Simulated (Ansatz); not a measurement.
## Run report: Mo$_{8}$Te$_{16}$H (charge −1), geometry relaxation (part 3 of 3)

Continued. System: Mo$_{8}$Te$_{16}$H (defect cell, 25 atoms in the cell, total charge −1). Method: DFT PBE, scalar-relativistic, plane waves, PAW, no spin polarisation (Ansatz 0.2.0); cutoff 420 eV, 2×2×2 k-mesh, Gaussian smearing of 0.01 eV. The structure derives from a Materials Project entry. It belongs to a series of runs on one base structure; here: H interstitial, charge -1, atoms relaxed at the host's cell.

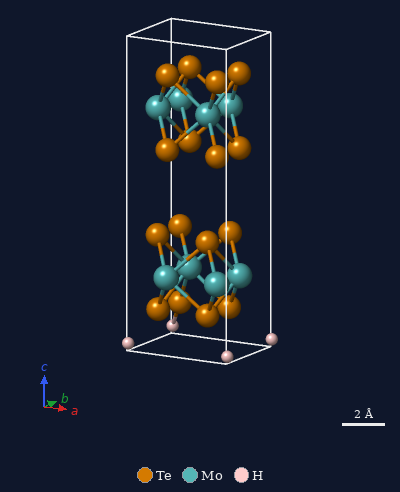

*The geometry at step 9 of the log (ball-and-stick view of the cell of the calculation, seen slightly off an axis).*

### Trajectory as extended XYZ (Å, eV, eV/Å), 8 of the 15 frames kept, from step=1 to step=15
```
25
Lattice="3.5567 -6.1603 0.0000 -7.1133 -0.0000 0.0000 0.0000 0.0000 -15.3316" Properties=species:S:1:pos:R:3:forces:R:3 step=1 energy=-151337.15592
Te   -1.7853   -1.0171   -5.5970   -0.0026   0.0492   0.0743
Te   -0.0292   -4.0891   -5.5805    0.0473  -0.0363  -0.0660
Te   -5.3543   -1.0148   -5.5811    0.0371  -0.0082   0.0287
Te   -3.5678   -4.1043   -5.5969   -0.0284  -0.0192   0.0985
Te   -0.0194   -2.0212  -13.3140   -0.0204  -0.0517  -0.0654
Te    1.7309   -5.0896  -13.3239    0.2351  -0.2246   0.0002
Te   -3.5796   -2.0366  -13.3139   -0.0051   0.0261  -0.0296
Te   -1.7846   -5.0905  -13.3406   -0.1403  -0.1952   0.1856
Te   -0.0219   -2.0369   -9.6957    0.0059  -0.0017   0.0180
Te    1.7594   -5.1191   -9.6950    0.0024  -0.0058   0.0140
Te   -3.5789   -2.0370   -9.6979   -0.0088  -0.0119   0.0393
Te   -1.8004   -5.1174   -9.6957    0.0029  -0.0035  -0.0002
Te   -1.8283   -1.0111   -1.9739   -0.0359  -0.0214  -0.0092
Te   -0.0218   -4.0936   -1.9646   -0.0231  -0.0312  -0.0837
Te   -5.4551   -0.9817   -1.8962    0.6457  -0.1703  -0.1790
Te   -3.6003   -4.0803   -1.9529    0.0618   0.0750  -0.2020
Mo   -1.7994   -1.0099  -11.5063    0.0770   0.1828  -0.0670
Mo   -0.0185   -4.0926  -11.5006   -0.1473   0.1553   0.0753
Mo   -5.3583   -1.0096  -11.5058   -0.0483   0.2478  -0.0987
Mo   -3.5786   -4.0916  -11.5063    0.0590  -0.1304  -0.1117
Mo   -0.0203   -2.0283   -3.7629   -0.0795   0.2178   0.0577
Mo    1.7505   -5.1168   -3.7791    0.2114  -0.0976   0.0820
Mo   -3.5627   -2.0488   -3.8204    0.0143  -0.1251  -0.4640
Mo   -1.8094   -5.1274   -3.7632   -0.2935  -0.1504   0.2119
H     0.5000   -0.2958   -0.7280   -0.5667   0.3304   0.4909
25
Lattice="3.5567 -6.1603 0.0000 -7.1133 -0.0000 0.0000 0.0000 0.0000 -15.3316" Properties=species:S:1:pos:R:3:forces:R:3 step=3 energy=-151337.25551
Te   -1.7718   -1.0117   -5.6040    0.0453   0.0192  -0.0114
Te   -0.0266   -4.0944   -5.5568   -0.0008  -0.0019   0.0168
Te   -5.3505   -1.0192   -5.5944   -0.0352   0.0176   0.0079
Te   -3.5665   -4.1224   -5.6040    0.0033  -0.0543  -0.0106
Te   -0.0210   -2.0329  -13.3269    0.0051   0.0021  -0.0151
Te    1.7520   -5.1086  -13.3277    0.0330  -0.0251  -0.0075
Te   -3.5785   -2.0329  -13.3126    0.0029   0.0033   0.0081
Te   -1.7948   -5.1080  -13.3322   -0.0218  -0.0393   0.0085
Te   -0.0208   -2.0321   -9.6952    0.0051   0.0014  -0.0069
Te    1.7593   -5.1149   -9.6971   -0.0055   0.0129  -0.0042
Te   -3.5782   -2.0345   -9.7067    0.0019   0.0063  -0.0114
Te   -1.7999   -5.1145   -9.6934    0.0044   0.0003  -0.0008
Te   -1.8385   -1.0202   -1.9792   -0.0317  -0.0140  -0.0039
Te   -0.0211   -4.0962   -1.9863   -0.0108  -0.0109  -0.0307
Te   -5.4398   -0.9747   -1.8507    0.2770  -0.1143  -0.1183
Te   -3.5957   -4.0615   -1.9748    0.0148   0.0297  -0.0285
Mo   -1.7889   -1.0012  -11.5112    0.0093  -0.0350  -0.0133
Mo   -0.0237   -4.0869  -11.5019   -0.0386   0.0255   0.0269
Mo   -5.3660   -0.9978  -11.5112   -0.0230   0.0392  -0.0182
Mo   -3.5737   -4.0995  -11.5117    0.0436  -0.0054  -0.0141
Mo   -0.0110   -2.0004   -3.7543   -0.0005   0.0187   0.0156
Mo    1.7738   -5.1317   -3.7745    0.0088  -0.0131   0.0126
Mo   -3.5576   -2.0556   -3.8634   -0.0266   0.0120  -0.0283
Mo   -1.8328   -5.1548   -3.7523   -0.0085  -0.0183   0.0253
H     0.4387   -0.2540   -0.6694   -0.2512   0.1434   0.2014
25
Lattice="3.5567 -6.1603 0.0000 -7.1133 -0.0000 0.0000 0.0000 0.0000 -15.3316" Properties=species:S:1:pos:R:3:forces:R:3 step=5 energy=-151337.28767
Te   -1.7733   -0.9976   -5.5487   -0.0082  -0.0021   0.0051
Te   -0.0362   -4.0829   -5.4874   -0.0076   0.0057  -0.0015
Te   -5.3705   -1.0032   -5.5417    0.0033  -0.0014   0.0029
Te   -3.5771   -4.1213   -5.5481   -0.0014   0.0096   0.0036
Te   -0.0043   -2.0515  -13.4024   -0.0025   0.0000  -0.0115
Te    1.7730   -5.1279  -13.3900   -0.0024   0.0065  -0.0211
Te   -3.5621   -2.0476  -13.3781    0.0019  -0.0042   0.0052
Te   -1.7806   -5.1292  -13.4033    0.0067   0.0169  -0.0215
Te   -0.0031   -2.0451   -9.7590   -0.0038  -0.0018  -0.0132
Te    1.7783   -5.1299   -9.7707    0.0024  -0.0038  -0.0143
Te   -3.5622   -2.0470   -9.7783   -0.0001  -0.0039  -0.0121
Te   -1.7839   -5.1308   -9.7566   -0.0021   0.0023  -0.0178
Te   -1.8540   -1.0132   -1.9219    0.0094   0.0091   0.0164
Te   -0.0318   -4.0852   -1.9314    0.0112  -0.0036  -0.0055
Te   -5.4300   -0.9671   -1.7916    0.0527  -0.0427  -0.0611
Te   -3.6034   -4.0426   -1.9239   -0.0066  -0.0158   0.0282
Mo   -1.7678   -1.0251  -11.5804   -0.0334   0.0273   0.0082
Mo   -0.0131   -4.0981  -11.5631    0.0549  -0.0267   0.0215
Mo   -5.3557   -1.0105  -11.5811    0.0513  -0.0469   0.0102
Mo   -3.5478   -4.1138  -11.5803   -0.0595   0.0263   0.0098
Mo   -0.0165   -1.9838   -3.6913   -0.0056  -0.0252  -0.0105
Mo    1.7665   -5.1244   -3.7142   -0.0081   0.0079   0.0225
Mo   -3.5757   -2.0388   -3.8150   -0.0505   0.0321   0.0404
Mo   -1.8436   -5.1493   -3.6914    0.0181   0.0217  -0.0178
H     0.3418   -0.1950   -0.5423   -0.0200   0.0127   0.0339
25
Lattice="3.5567 -6.1603 0.0000 -7.1133 -0.0000 0.0000 0.0000 0.0000 -15.3316" Properties=species:S:1:pos:R:3:forces:R:3 step=7 energy=-151337.30179
Te   -1.8081   -0.9830   -5.4627   -0.0059   0.0014   0.0050
Te   -0.0571   -4.0688   -5.4166   -0.0036   0.0041  -0.0153
Te   -5.3982   -0.9852   -5.4622   -0.0031   0.0026  -0.0112
Te   -3.6053   -4.0957   -5.4624   -0.0037   0.0077   0.0057
Te    0.0249   -2.0714  -13.4897    0.0014  -0.0050  -0.0079
Te    1.8018   -5.1463  -13.4870    0.0071  -0.0060   0.0012
Te   -3.5313   -2.0673  -13.4678   -0.0023  -0.0001  -0.0069
Te   -1.7490   -5.1445  -13.4900   -0.0016  -0.0067   0.0045
Te    0.0265   -2.0625   -9.8530   -0.0008  -0.0039   0.0032
Te    1.8113   -5.1519   -9.8573   -0.0001  -0.0017   0.0023
Te   -3.5317   -2.0670   -9.8681   -0.0012  -0.0015   0.0086
Te   -1.7566   -5.1512   -9.8540    0.0024  -0.0001   0.0015
Te   -1.8630   -0.9953   -1.8364   -0.0330  -0.0128   0.0138
Te   -0.0549   -4.0703   -1.8530    0.0070  -0.0016  -0.0014
Te   -5.4421   -0.9595   -1.7445    0.0866  -0.0507  -0.0314
Te   -3.6217   -4.0419   -1.8364   -0.0069   0.0368   0.0085
Mo   -1.7422   -1.0412  -11.6711    0.0085   0.0403  -0.0053
Mo    0.0259   -4.1204  -11.6461    0.0058  -0.0072   0.0166
Mo   -5.3205   -1.0359  -11.6722   -0.0028   0.0219  -0.0086
Mo   -3.5264   -4.1298  -11.6710   -0.0170  -0.0271  -0.0103
Mo   -0.0434   -1.9784   -3.6195   -0.0144   0.0100   0.0058
Mo    1.7404   -5.1072   -3.6322    0.0168  -0.0059  -0.0044
Mo   -3.6119   -2.0160   -3.7163   -0.0074  -0.0027   0.0050
Mo   -1.8601   -5.1258   -3.6199   -0.0225   0.0037   0.0116
H     0.2591   -0.1444   -0.4026   -0.0094   0.0045   0.0094
25
Lattice="3.5567 -6.1603 0.0000 -7.1133 -0.0000 0.0000 0.0000 0.0000 -15.3316" Properties=species:S:1:pos:R:3:forces:R:3 step=9 energy=-151337.30304
Te   -1.8118   -0.9827   -5.4608    0.0002   0.0057  -0.0003
Te   -0.0602   -4.0683   -5.4162   -0.0002  -0.0005  -0.0016
Te   -5.4018   -0.9844   -5.4616   -0.0038   0.0034  -0.0059
Te   -3.6084   -4.0942   -5.4605   -0.0035  -0.0024   0.0000
Te    0.0270   -2.0718  -13.4915   -0.0010   0.0002  -0.0061
Te    1.8034   -5.1457  -13.4897    0.0027  -0.0024   0.0017
Te   -3.5297   -2.0667  -13.4687    0.0015  -0.0021  -0.0024
Te   -1.7466   -5.1441  -13.4916   -0.0033  -0.0027  -0.0010
Te    0.0284   -2.0615   -9.8547   -0.0012  -0.0023   0.0020
Te    1.8135   -5.1518   -9.8575   -0.0008   0.0011   0.0031
Te   -3.5299   -2.0666   -9.8709    0.0005  -0.0015   0.0011
Te   -1.7552   -5.1510   -9.8554    0.0010   0.0021   0.0029
Te   -1.8662   -0.9962   -1.8332    0.0118   0.0036   0.0085
Te   -0.0568   -4.0700   -1.8520   -0.0020  -0.0027   0.0018
Te   -5.4324   -0.9675   -1.7515    0.0108   0.0017   0.0024
Te   -3.6241   -4.0402   -1.8332    0.0065  -0.0134   0.0063
Mo   -1.7395   -1.0383  -11.6732    0.0046   0.0153  -0.0037
Mo    0.0284   -4.1206  -11.6458    0.0033  -0.0043   0.0048
Mo   -5.3193   -1.0342  -11.6744   -0.0027   0.0096  -0.0022
Mo   -3.5257   -4.1314  -11.6731   -0.0067  -0.0111  -0.0056
Mo   -0.0467   -1.9786   -3.6186   -0.0089   0.0001  -0.0039
Mo    1.7386   -5.1071   -3.6306    0.0056  -0.0022  -0.0019
Mo   -3.6148   -2.0158   -3.7142    0.0084  -0.0089  -0.0168
Mo   -1.8631   -5.1249   -3.6185   -0.0063   0.0043   0.0000
H     0.2594   -0.1471   -0.3950   -0.0167   0.0095   0.0168
25
Lattice="3.5567 -6.1603 0.0000 -7.1133 -0.0000 0.0000 0.0000 0.0000 -15.3316" Properties=species:S:1:pos:R:3:forces:R:3 step=11 energy=-151337.30488
Te   -1.8128   -0.9850   -5.4442    0.0057  -0.0012  -0.0050
Te   -0.0568   -4.0721   -5.4037   -0.0017   0.0012   0.0074
Te   -5.4004   -0.9867   -5.4470   -0.0029   0.0001   0.0033
Te   -3.6079   -4.0945   -5.4444    0.0025  -0.0056  -0.0055
Te    0.0268   -2.0709  -13.5126    0.0034   0.0017  -0.0018
Te    1.8027   -5.1437  -13.5140   -0.0024   0.0003   0.0029
Te   -3.5288   -2.0656  -13.4882   -0.0009   0.0019   0.0055
Te   -1.7464   -5.1417  -13.5122   -0.0002  -0.0055  -0.0033
Te    0.0283   -2.0589   -9.8770    0.0023   0.0020   0.0027
Te    1.8146   -5.1508   -9.8749   -0.0013   0.0013   0.0035
Te   -3.5293   -2.0655   -9.8947   -0.0002   0.0025   0.0014
Te   -1.7564   -5.1495   -9.8774    0.0003  -0.0018   0.0047
Te   -1.8568   -0.9988   -1.8130    0.0149   0.0005   0.0006
Te   -0.0538   -4.0739   -1.8379   -0.0058   0.0056   0.0031
Te   -5.4171   -0.9770   -1.7505   -0.0028  -0.0015  -0.0213
Te   -3.6182   -4.0499   -1.8125    0.0056  -0.0119  -0.0004
Mo   -1.7385   -1.0316  -11.6953    0.0102  -0.0182  -0.0074
Mo    0.0315   -4.1210  -11.6628   -0.0192   0.0112   0.0064
Mo   -5.3193   -1.0318  -11.6967   -0.0189   0.0094  -0.0059
Mo   -3.5296   -4.1328  -11.6953    0.0227  -0.0033  -0.0062
Mo   -0.0462   -1.9846   -3.6062    0.0022  -0.0012   0.0026
Mo    1.7426   -5.1106   -3.6144    0.0002  -0.0018  -0.0061
Mo   -3.6131   -2.0190   -3.6934   -0.0043   0.0054   0.0174
Mo   -1.8595   -5.1249   -3.6060    0.0041   0.0007   0.0002
H     0.2110   -0.1199   -0.3180   -0.0136   0.0083   0.0013
25
Lattice="3.5567 -6.1603 0.0000 -7.1133 -0.0000 0.0000 0.0000 0.0000 -15.3316" Properties=species:S:1:pos:R:3:forces:R:3 step=13 energy=-151337.31116
Te   -1.7905   -1.0050   -5.4128    0.0021  -0.0004   0.0020
Te   -0.0228   -4.0925   -5.3820    0.0061  -0.0040   0.0035
Te   -5.3709   -1.0047   -5.4167    0.0053  -0.0033   0.0041
Te   -3.5803   -4.1051   -5.4134    0.0008  -0.0023   0.0034
Te    0.0088   -2.0606  -13.5625    0.0009   0.0016   0.0128
Te    1.7811   -5.1308  -13.5626    0.0124  -0.0061  -0.0111
Te   -3.5469   -2.0544  -13.5271   -0.0052   0.0033   0.0029
Te   -1.7641   -5.1307  -13.5622    0.0009   0.0004   0.0081
Te    0.0100   -2.0428   -9.9217   -0.0004   0.0009   0.0041
Te    1.7992   -5.1411   -9.9168   -0.0053   0.0037  -0.0093
Te   -3.5471   -2.0542   -9.9502   -0.0046   0.0027   0.0042
Te   -1.7788   -5.1402   -9.9211   -0.0004  -0.0002   0.0029
Te   -1.8023   -1.0152   -1.7676   -0.0079  -0.0031  -0.0199
Te   -0.0227   -4.0925   -1.8093    0.0003  -0.0012   0.0053
Te   -5.3464   -1.0190   -1.7760   -0.0512   0.0310   0.0712
Te   -3.5774   -4.0900   -1.7670   -0.0006   0.0081  -0.0191
Mo   -1.7504   -1.0145  -11.7458    0.0008  -0.0154  -0.0003
Mo    0.0122   -4.1097  -11.6953   -0.0291   0.0195   0.0055
Mo   -5.3443   -1.0160  -11.7469    0.0031  -0.0092   0.0035
Mo   -3.5492   -4.1302  -11.7458    0.0108   0.0064   0.0017
Mo   -0.0214   -2.0145   -3.5861   -0.0059  -0.0018  -0.0093
Mo    1.7775   -5.1312   -3.5841   -0.0005  -0.0029  -0.0054
Mo   -3.5822   -2.0378   -3.6438    0.0717  -0.0378  -0.0614
Mo   -1.8222   -5.1325   -3.5861    0.0027   0.0061  -0.0092
H    -0.0021    0.0045   -0.0896   -0.0068   0.0041   0.0099
25
Lattice="3.5567 -6.1603 0.0000 -7.1133 -0.0000 0.0000 0.0000 0.0000 -15.3316" Properties=species:S:1:pos:R:3:forces:R:3 step=15 energy=-151337.31279
Te   -1.7810   -1.0091   -5.4239    0.0012  -0.0009  -0.0014
Te   -0.0147   -4.0963   -5.3912    0.0001  -0.0003  -0.0027
Te   -5.3617   -1.0092   -5.4242    0.0005  -0.0001  -0.0024
Te   -3.5715   -4.1103   -5.4239    0.0015  -0.0003  -0.0015
Te    0.0022   -2.0573  -13.5541   -0.0009   0.0012  -0.0025
Te    1.7755   -5.1280  -13.5552    0.0001  -0.0006  -0.0012
Te   -3.5545   -2.0509  -13.5198    0.0002   0.0000  -0.0007
Te   -1.7704   -5.1278  -13.5541   -0.0018  -0.0002  -0.0021
Te    0.0023   -2.0388   -9.9123   -0.0014   0.0001   0.0010
Te    1.7911   -5.1371   -9.9123   -0.0008   0.0003   0.0019
Te   -3.5542   -2.0510   -9.9416   -0.0004   0.0001   0.0021
Te   -1.7864   -5.1373   -9.9124   -0.0010   0.0011   0.0011
Te   -1.7982   -1.0193   -1.7800    0.0032   0.0012   0.0020
Te   -0.0148   -4.0963   -1.8173    0.0012  -0.0005   0.0002
Te   -5.3444   -1.0192   -1.7790   -0.0056   0.0034   0.0036
Te   -3.5712   -4.0904   -1.7799    0.0009  -0.0032   0.0020
Mo   -1.7574   -1.0131  -11.7385    0.0008   0.0008  -0.0006
Mo    0.0024   -4.1044  -11.6869   -0.0004   0.0001   0.0074
Mo   -5.3513   -1.0136  -11.7383   -0.0015   0.0017  -0.0017
Mo   -3.5545   -4.1261  -11.7385   -0.0008  -0.0008  -0.0008
Mo   -0.0143   -2.0185   -3.5952    0.0008   0.0005   0.0007
Mo    1.7845   -5.1351   -3.5950    0.0015  -0.0005  -0.0003
Mo   -3.5715   -2.0428   -3.6553    0.0033  -0.0019  -0.0084
Mo   -1.8140   -5.1355   -3.5952   -0.0004  -0.0012   0.0007
H    -0.0053    0.0062   -0.0681   -0.0003   0.0001   0.0034
```

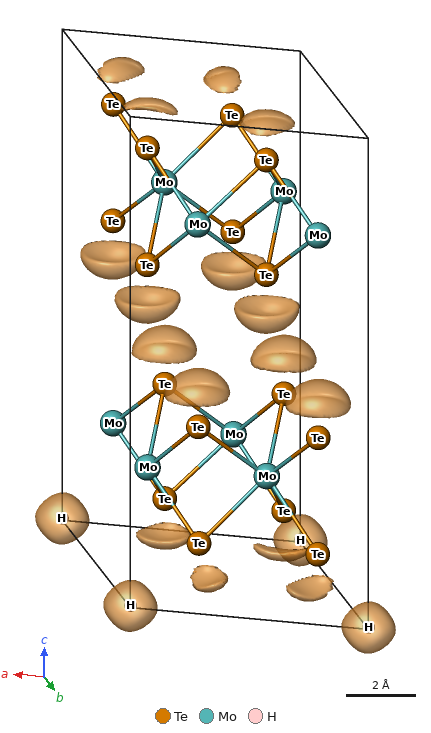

*Isosurface of the electron localisation function at 0.75 (orange), seen at an oblique angle. Only the valence region is drawn (cores and ρ < 0.01 e/Å³ removed). Sticks mark near contacts. The outline is the calculation cell.*

Values along the shortest contacts: Te–Mo (2.72 Å): the ELF is about 0.55 at the midpoint. In a PAW calculation such maps are meaningful between the atoms, not at the nuclei.

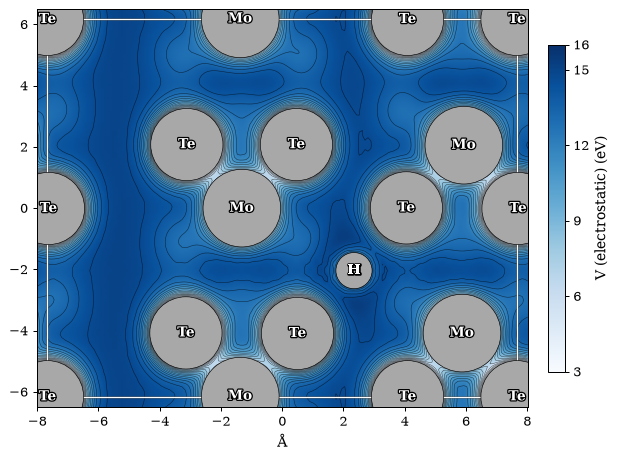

*Electrostatic potential energy of an electron on the (110) plane of the calculation cell. Grey discs, where drawn, cover atomic cores.*

Outside the cores the potential energy rises away from the atoms and is highest about 1.2 Å from the nearest atoms; outside the discs it spans about 11 eV, and its zero is arbitrary.

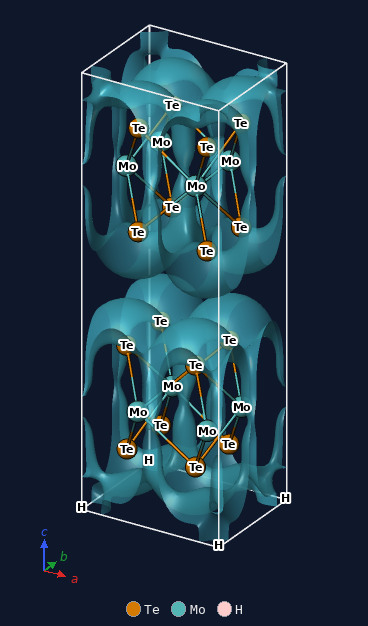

*Isosurface of the valence electron density at 0.1 e/Å³ (cyan), seen slightly off an axis. Sticks mark near contacts. The outline is the calculation cell.*

At this value the density is joined into sheets; it holds about 95 % of the electrons treated as valence (semicore included). On the grid the lowest density along these lines, outside the cores, is 0.15 e/Å³ (Te–H, 2.67 Å), 0.45 e/Å³ (Te–Mo, 2.72 Å), 0.13 e/Å³ (Te–H, 2.76 Å) and 0.42 e/Å³ (Te–Mo, 2.77 Å).

### Results in brief

| quantity | value |
| --- | --- |
| outcome | converged |
| electrons treated | 370 |
| free energy | −151337.3128 eV |
| Fermi energy | 11.473 eV |
| gap on the k-point mesh | 0.36 eV |
| final volume | 671.84 Å³ |
| largest force (length of the vector) at the end | 0.009 eV/Å |
| hardware | 4 threads of Intel Xeon @ 2.90GHz (Ice Lake), 192 GiB of memory available, shared host |
| wall time | 5.6 min (CPU time 22 min) |
| peak memory | 3.3 GiB |

### Notes

The cell is charged and computed with a neutralising background, so its energy and pressure depend on the cell and aren't those of a real crystal.
